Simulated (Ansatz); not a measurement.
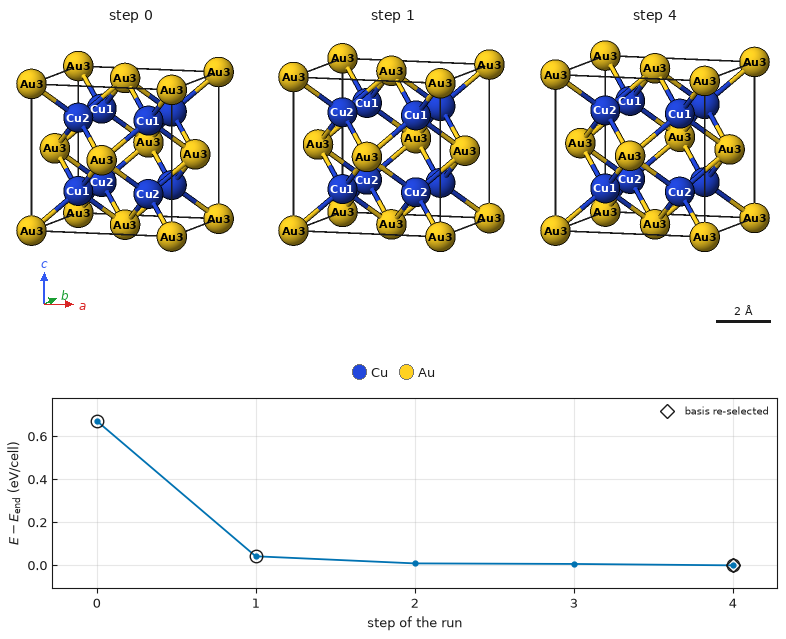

Frames of a relaxation of solid Cu$_{2}$Au (built on the fluorite_225 type) (coarse preliminary run), marked on the history of the run. The picture is a ball-and-stick view of the conventional cell (4 times the calculation's cell), seen slightly off an axis. Lengths and directions refer to the drawn axes.

Case: fluorite type (Fm-3m, No. 225).

Theory: DFT PBE, scalar-relativistic, plane waves, PAW (Ansatz).

Input
```yaml
crystal:
  lattice:
    - [0.0, 2.781655875, 2.781655875]
    - [2.781655875, 0.0, 2.781655875]
    - [2.781655875, 2.781655875, 0.0]
  atoms:
    - { symbol: Cu, position: [0.25, 0.25, 0.25] }
    - { symbol: Cu, position: [0.75, 0.75, 0.75] }
    - { symbol: Au, position: [0.0, 0.0, 0.0] }
basis:
  ecutwfc: 420
kpoints:
  mp_grid: { grid: [6, 6, 6] }
hamiltonian:
  xc: pbe
scf:
  occupations: { method: gaussian, width: 0.1 }
  lower_state_search: "off"
output:
  forces: true
  stress: true
  eigenvalues: true
relax:
  adjacent_minimum: "off"
  f_tol: 0.04
  max_steps: 70
  cell: { stress_tol: 0.4 }
```

Command:
```bash
ansatz run input.yaml --threads 1 --pin off --max-ram 2560MiB --backend cpu --events-out ev --progress --plain --runs-dir out
```

> What happens along the run?

Over 3 accepted moves (4 points after the start) the energy falls by 0.672 eV per cell of the calculation. All forces vanish by symmetry, so only the cell relaxes. Pressure: 29.69 GPa at the start and 0.14 GPa at the end. The SCF was repeated once at an unchanged geometry on a basis and grid sized afresh for the cell, which shifted the energy by 6.5 meV per cell of the calculation at most. The atoms keep their places relative to the cell (all moves are under 0.005 Å). The drawn cell changes as follows: a = b = c 5.563 → 5.916 Å (+6.3 %); the volume changes by +20.2 %. Among the contacts that change: Cu1–Au3 2.409 → 2.562 Å. The space group stays Fm-3m (No. 225). From step 0 to 1: volume +14.8 %, energy −0.630 eV per cell of the calculation. From step 1 to 4: volume +4.8 %, energy −42.2 meV per cell of the calculation.

```csv
step,"E − E(0), meV/atom","pressure, GPa","volume, Å³/atom",note
0,0.00,29.69,14.349,
1,-209.95,5.32,16.468,
2,-220.98,1.43,17.017,
3,-221.84,-0.06,17.253,
4,-224.01,0.14,17.253,"same geometry, new basis"
```
